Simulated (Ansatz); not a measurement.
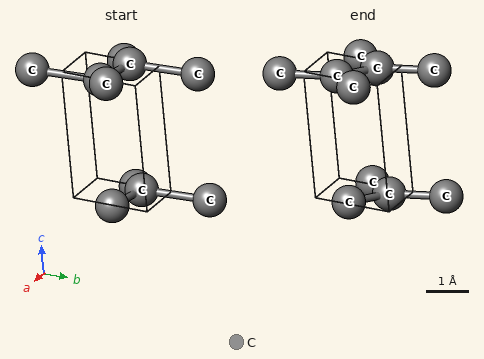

The structure of a crystal of C (set up in P-1) before (left) and after (right) a relaxation, at one scale.

The picture is a ball-and-stick view of the cell of the calculation, reduced to other axes, seen slightly off an axis. Lengths and directions refer to the drawn axes.

Case: atoms shaken by about 0.25 Å, then relaxed in the fixed cell.

The calculation used DFT, PBE, PAW with Ansatz's default frozen-core files, scalar-relativistic in Ansatz 0.2.0. Set-up: plane-wave cutoff 420 eV; k-point mesh 11 × 11 × 11; occupations fermi dirac; smearing width 0.05 eV; no spin polarisation; atoms relaxed in a fixed cell; force threshold 0.01 eV/Å; at most 80 steps.

Describe what moved and what it gained.

After 3 accepted moves (4 points after the start) the energy has fallen by 1141 meV per atom. Largest force component: 9.8 eV/Å at the start, 0.00085 eV/Å at the end. 1 step only repeated the SCF at the same geometry. The largest moves, 0.17 Å, are those of C atoms. The lattice vectors keep their values. Some distances before and after: C–C 1.724 → 1.419 Å, C–C 1.206 → 1.418 Å, C–C 1.404 → 1.418 Å. Bond angles that change, for instance: C–C–C 140.4° → 120.0°, C–C–C 103.0° → 120.0°, C–C–C 112.8° → 120.0°. The space group (tolerance 0.01 Å) goes from P-1 (No. 2) to Fmmm (No. 69). The run took 13 s on 1 thread of Intel(R) Xeon(R) 6975P-C (Granite Rapids), with other jobs on the host, peak memory 0.43 GiB.
